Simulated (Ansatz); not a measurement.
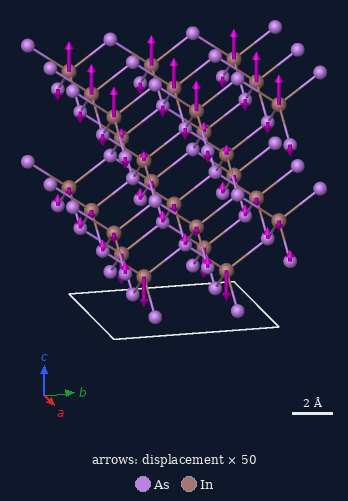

A relaxation of a slab of composition In$_{4}$As$_{5}$ (cut from the F-43m phase). The starting structure is drawn; purple arrows show the displacements, 50 times their true length.

The picture is a ball-and-stick view of the 2 × 2 repeat of the cell, outlined in the plane, without the vacuum, seen slightly off an axis.

Case: (1 0 0) slab, atoms relaxed. The slab is the (1 0 0) face of InAs.

Theory: Ansatz, DFT PBEsol, scalar-relativistic, plane waves, PAW. Set-up: plane-wave cutoff 420 eV; k-point mesh 8 × 8 × 1; occupations gaussian; smearing width 0.1 eV; no spin polarisation; dipole correction; atoms relaxed in a fixed cell; force threshold 0.02 eV/Å; at most 60 steps.

> Atoms of which element are displaced furthest, and by how much?

Indium: up to 0.032 Å, against 0.012 Å for arsenic.

> What happened in the run?

After 2 accepted moves (3 points after the start) the energy has fallen by 11.8 meV per cell of the calculation. The largest force component goes from 0.25 to 0.0063 eV/Å. 1 step only repeated the SCF at the same geometry. The largest moves relative to the layer's centre, 0.032 Å, are those of In atoms. Largest moves by element: In 0.032 Å, As 0.012 Å. The lattice vectors keep their values. Among the contacts that change: As–In 2.636 → 2.662 Å, As–In 2.636 → 2.623 Å. The run took 10 min on 1 thread of AMD EPYC 7R43 64-Core Processor (Zen 3), on a shared host, peak memory 1.1 GiB.
